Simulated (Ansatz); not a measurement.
System: rocksalt KBr, space group Fm-3m, 2 atoms in the primitive cell, relaxed with r2SCAN; cubic a = 6.604 Å. Starting point: PBE, Ansatz PAW set, no spin polarisation, no spin-orbit coupling, 4×4×4 k mesh, 420 eV cutoff, fixed occupations (Ansatz 0.2.0). Many-body step: G0W0 with empty bands 497, screening cutoff 210 eV and frequency treatment contour deformation.

In PBE the smallest gap over these k points is 4.43 eV, with direct gaps of 4.43 eV at Γ, 6.15 eV at X and 6.92 eV at L.

Q: What does G0W0 give?

A: Over the k points that were corrected, the smallest gap goes from 4.43 eV in PBE (direct at Γ) to 7.05 eV in G0W0 (direct at Γ), a change of +2.62 eV (+59 %). Counted from the valence top, the lowest empty level moves by +2.62 eV at Γ, +2.88 eV at X and +2.64 eV at L; over the 8 points that were corrected the shifts run from +2.62 to +2.98 eV: a spread of 0.36 eV on a mean of 2.78 eV, so one scissor shift describes this level only roughly. The quasiparticle weight (renormalisation factor) lies between 0.80 and 0.86 for the top filled and first empty levels.

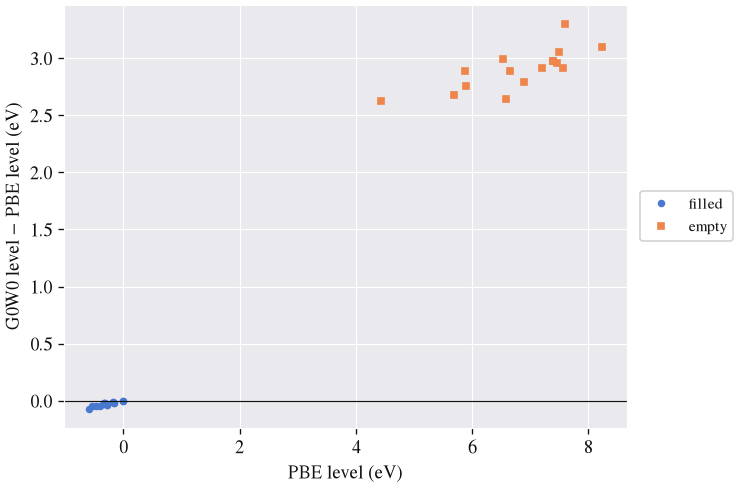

Change of each level from PBE to G0W0 against its PBE energy, both sets counted from their own valence top.

| k point | PBE direct gap (eV) | G0W0 direct gap (eV) |
| --- | --- | --- |
| Γ | 4.43 | 7.05 |
| X | 6.15 | 9.08 |
| L | 6.92 | 9.57 |

Spin-orbit coupling is left out, which matters for Br. The k mesh is thin for GW. Bands, cutoffs and mesh are finite, so these values aren't at the basis limit.
